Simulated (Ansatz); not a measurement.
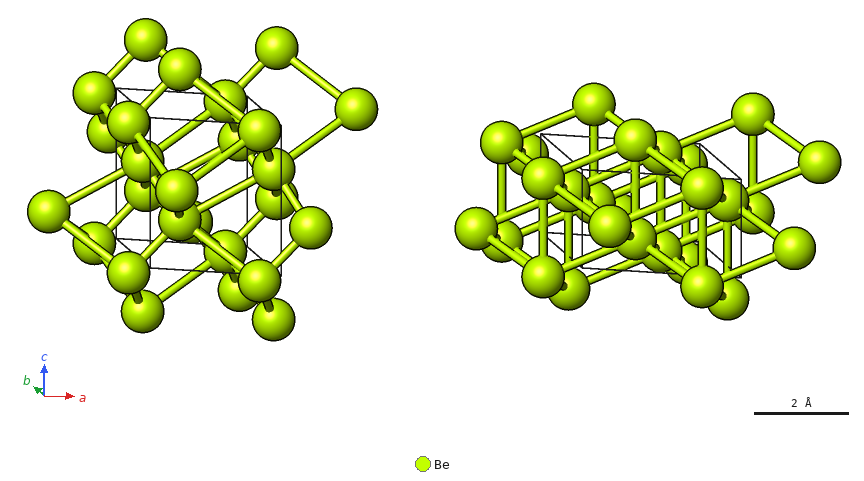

Two geometries of a crystal of Be (built on the trigonal selenium_152 type) (coarse preliminary run), drawn at one scale. One is the start of a relaxation, the other its converged end. Style: ball-and-stick. Shown: the cell of the calculation, slightly off an axis.

Level of theory: DFT r2SCAN, scalar-relativistic, plane waves, PAW in Ansatz. (plane-wave cutoff 500 eV; k-point mesh 6 × 6 × 6; occupations gaussian; smearing width 0.1 eV; no spin polarisation; cell and atoms relaxed; force threshold 0.04 eV/Å; at most 70 steps)

Q: Which of the two is the end point?

A: The right one is the relaxed one. Case: trigonal selenium type (P3_121, No. 152). The largest moves relative to the cell, 0.38 Å, are those of Be atoms. The drawn cell changes as follows: a = b 2.913 → 3.535 Å (+21.3 %), c 3.305 → 2.162 Å (−34.6 %); the volume changes by −3.7 %. Near-neighbour distances that change, for instance: Be–Be 3.305 → 2.162 Å, Be–Be 1.583 → 2.164 Å, Be–Be 2.292 → 2.164 Å. Bond angles that change, for instance: Be–Be–Be 103.1° → 70.5°, Be–Be–Be 78.9° → 109.5°, Be–Be–Be 99.0° → 70.5°. The space group (tolerance 0.01 Å) goes from P3_121 (No. 152) to Im-3m (No. 229). Over 11 accepted moves (12 points after the start) the energy falls by 2264 meV per atom. Largest force component: 8.6 eV/Å at the start, 0.00067 eV/Å at the end. Pressure: 56.32 GPa at the start and 0.07 GPa at the end. The SCF was repeated once at an unchanged geometry on a basis and grid sized afresh for the cell, which shifted the energy by 0.3 meV per atom at most. The run took about 24 core-seconds on a shared host.
